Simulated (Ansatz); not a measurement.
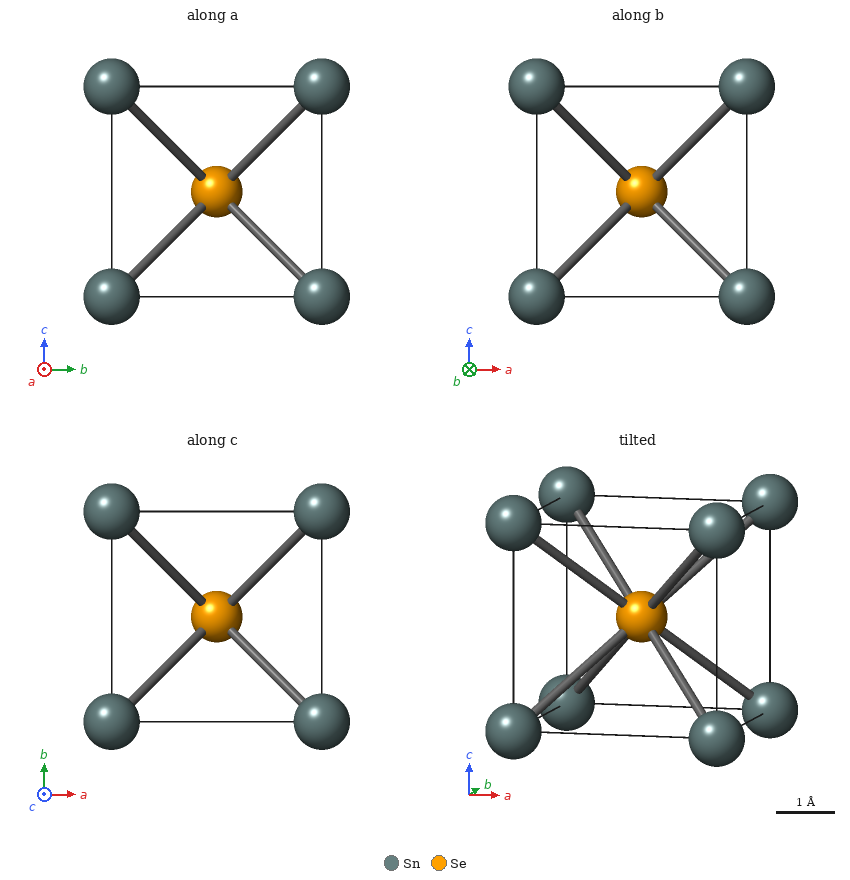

A ball-and-stick rendering, viewed along the a axis, along the b axis, along the c axis and slightly off an axis. The parallelepiped is the conventional unit cell.

Lattice parameters: a = 3.686 Å, b = 3.686 Å, c = 3.686 Å, α = 90.00°, β = 90.00°, γ = 90.00°. Put a along x and b in the xy plane.

Express the structure as a POSCAR file.

Answer.
```
Sn Se
1.0
     3.686    0.000    0.000
     0.000    3.686    0.000
     0.000    0.000    3.686
Sn Se
1 1
Direct
  0.0000 0.0000 0.0000
  0.5000 0.5000 0.5000
```

Provenance: a structure type filled with these elements by a generator (whether the compound takes this form wasn't checked). The final geometry of a relaxation with DFT, PBE, plane waves, PAW (Ansatz) is shown.
